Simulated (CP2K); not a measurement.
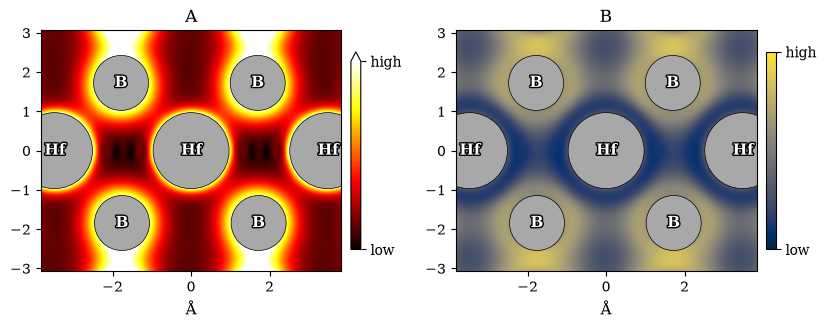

HfB2: 2 fields on the (110) plane of the conventional cell, with unlabelled colour scales. Grey discs cover the atomic cores.

Space group P1; changed on purpose from its base cell (atoms moved at random by about 0.05 A); not relaxed (largest force 1.3 eV/Å); computed pressure about −3 GPa in this cell.

Theory: Kohn-Sham DFT of a periodic cell, PBEsol, GTH-PBE with UZH-TZVP basis (CP2K).

Question: Which field does each panel show? The fields are: electron localisation function and valence pseudo-density.

Answer: Panel A: valence pseudo-density. Panel B: electron localisation function. From the grid: Hf–B (2.42 Å): the density is about 0.37 e/Å³ at the midpoint; the ELF peaks at about 0.65 in the valence shell of B, 0.8 Å from its nucleus, and is about 0.20 at the midpoint.
